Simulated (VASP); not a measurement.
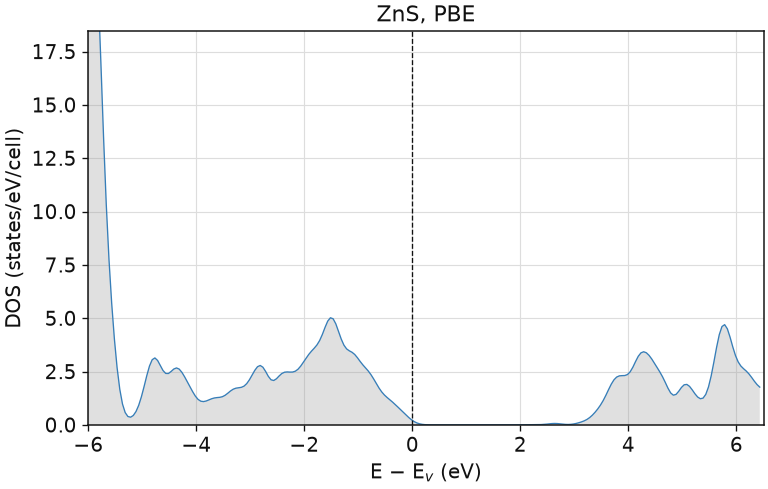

Density of states. Energies are counted from the top of the valence band. The curve is built from the levels of the k mesh with Gaussians 0.3 eV wide, which also blur the band edges.

System: ZnS, space group P6_3mc (No. 186), 4 atoms in the cell, wurtzite type, epitaxial (xy) strain −0.3%.

```cif
data_structure
_symmetry_space_group_name_H-M 'P6_3mc'
_symmetry_Int_Tables_number 186
_cell_length_a 3.7921
_cell_length_b 3.7921
_cell_length_c 6.2587
_cell_angle_alpha 90.000
_cell_angle_beta 90.000
_cell_angle_gamma 120.000
_cell_volume 77.94
loop_
_atom_site_label
_atom_site_type_symbol
_atom_site_symmetry_multiplicity
_atom_site_Wyckoff_symbol
_atom_site_fract_x
_atom_site_fract_y
_atom_site_fract_z
_atom_site_occupancy
Zn1 Zn 2 b 0.33333 0.66667 0.00092 1
S1 S 2 b 0.33333 0.66667 0.37408 1
```

Computed with VASP 6.6.1: DFT, PBE, plane waves, PAW, 12×12×4 k mesh, 520 eV cutoff, Fermi-Dirac smearing of 0.02 eV.

### Is there a gap at the Fermi level, and how wide?

There is a gap; over the k points computed it is 2.22 eV (direct among those points).
